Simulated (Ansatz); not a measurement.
# WSe: what the fields show

Input

```
crystal:
  lattice:
    - [0.0, 2.8388664208, 2.8388664208]
    - [2.8388664208, 0.0, 2.8388664208]
    - [2.8388664208, 2.8388664208, 0.0]
  atoms:
    - { symbol: W, position: [0.0, 0.0, 0.0] }
    - { symbol: Se, position: [0.25, 0.25, 0.25] }
basis:
  ecutwfc: 500
kpoints:
  mp_grid: { grid: [12, 12, 12] }
hamiltonian:
  xc: r2scan
scf:
  occupations: { method: gaussian, width: 0.1 }
  lower_state_search: "off"
output:
  forces: true
  stress: true
  eigenvalues: true
  write_density: true
  write_potential: true
  elf: true
  volumetric_format: npy
```

Command:

```sh
ansatz run input.yaml --threads 1 --pin off --max-ram 2560MiB --backend cpu --events-out ev --progress --plain --runs-dir out
```

Below, planes, directions and counts refer to the conventional cell (a = 5.68 Å, b = 5.68 Å, c = 5.68 Å, α = 90.00°, β = 90.00°, γ = 90.00°).

Space group F-43m; started from the zinc blende prototype, which need not be the ambient phase; computed pressure about −4 GPa in this cell.

Level of theory: DFT r2SCAN, scalar-relativistic, plane waves, PAW (Ansatz).

In a PAW calculation such maps are meaningful between the atoms, not at the nuclei.

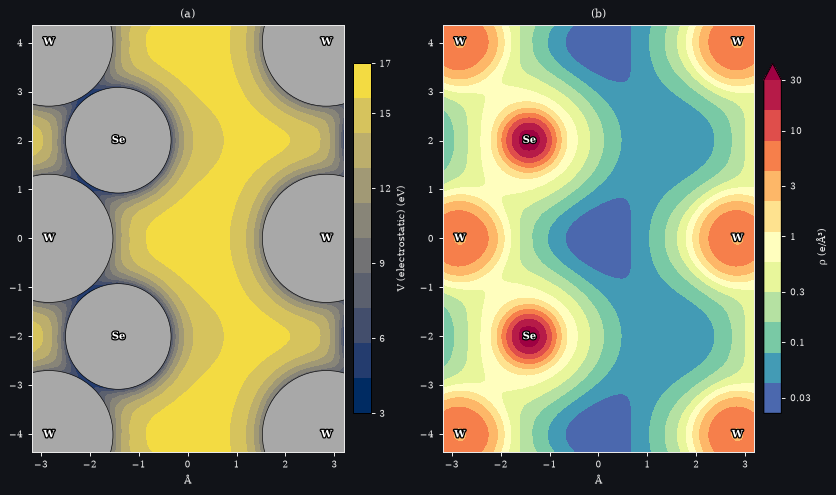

Figure 1. (a) electrostatic potential energy of an electron; (b) valence pseudo-density on the (011) plane of the conventional cell. Grey discs cover the atomic cores in the potential map.

Read the bonding off the picture.

The plane passes through W and Se nuclei.
W–Se (2.46 Å): ρ at the midpoint is about 0.62 e/Å³.
Between the atoms the lowest density in this plane is 0.02 e/Å³.
Outside the cores the potential energy rises away from the atoms and is highest about 2.4 Å from the nearest atoms; its zero is arbitrary.

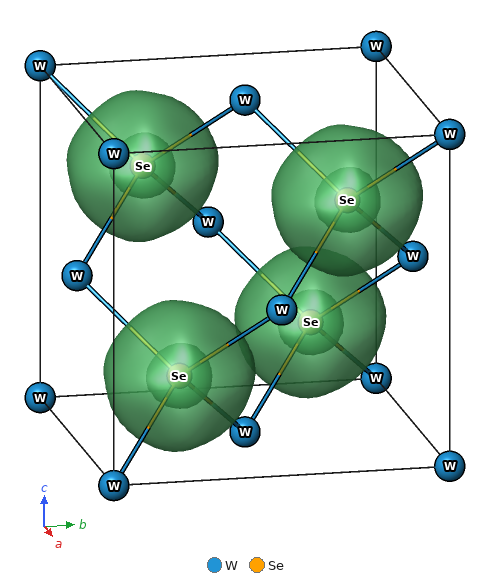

Figure 2. Isosurface of the ELF at 0.6 (green), seen at an oblique angle. Only the valence region is drawn (cores and ρ < 0.01 e/Å³ removed). Sticks mark near contacts.

Describe the localisation domains.

At this value the surface marks out four regions wrapped around Se (the valence shell of each), counted in one cell of 8 atoms. Any copies at cell faces, edges or corners count once. Profiles from the grid: W–Se (2.46 Å): the ELF is about 0.50 at the midpoint.

Does the calculation make it a metal, or give it a gap?

It is gapless in this calculation (a metal or semimetal); semilocal functionals without U, or without the true magnetic order, often close the gap of such compounds.
